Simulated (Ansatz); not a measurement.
System: Bi, space group Fd-3m (No. 227) (one of a set of cubic test structures, which need not be the stable phase).

Input of one of the runs behind the figure:
```
crystal:
  lattice:
    - [0.0, 3.64792808972, 3.64792808972]
    - [3.64792808972, 0.0, 3.64792808972]
    - [3.64792808972, 3.64792808972, 0.0]
  atoms:
    - { symbol: Bi, position: [0, 0, 0] }
    - { symbol: Bi, position: [0.25, 0.25, 0.25] }
kpoints:
  mp_grid: { grid: [26, 26, 26] }
hamiltonian:
  xc: pbe
  pseudopotentials: { kind: paw }
scf:
  occupations: { method: fermi_dirac, width: 0.061225619053 }
output:
  forces: true
  stress: true
```

Launched with:
```bash
ansatz run input.yaml --threads 2
```

Method: equation of state of a cubic crystal from periodic Kohn-Sham density functional theory without spin, third-order Birch-Murnaghan fit to the free energies; pressure corrected for the finite basis (Ansatz 0.2.0 development build). Level: PBE, no spin-orbit coupling.

structure type diamond; atoms in cell 2; space group number 227; lattice centring face-centred primitive; k mesh 26×26×26; occupation method Fermi–Dirac; occupation width 0.06123 eV; wave cutoff 420 eV; datasets soft-1 PAW; density tolerance 1e−07 eV; bands 19; density cutoff ratio 4; search for lower states default.

Predict the energy above the lowest point and pressure against volume. The volume takes the values 45.63, 46.60, 47.57, 48.54, 49.52, 50.49, 51.46 Å³/atom.

A third-order Birch–Murnaghan fit gives V0 = 48.40 Å³/atom, B0 = 28.7 GPa and B′ = 4.4. The energy above the lowest point is 15.8 meV/atom at volume 45.63 Å³/atom and 15.5 meV/atom at 51.46 Å³/atom; the lowest computed point is at volume 48.54 Å³/atom (0.0 meV/atom), in a single well. The pressure falls from 1.926 GPa at volume 45.63 Å³/atom to −1.538 GPa at 51.46 Å³/atom, and changes sign near 48.41 Å³/atom.

```tsv
volume (Å³/atom)	energy above the lowest point (meV/atom)	pressure (GPa)
45.63	15.8	1.926
46.60	6.4	1.182
47.57	1.3	0.520
48.54	0.0	-0.080
49.52	2.2	-0.620
50.49	7.4	-1.104
51.46	15.5	-1.538
```

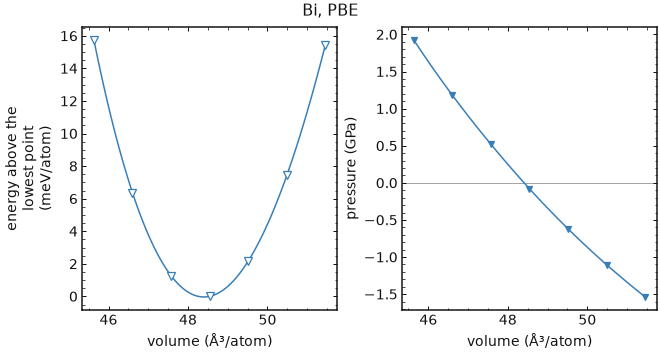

Caveats: cubic model structure, not the ambient form; no spin-orbit coupling with 6p elements.
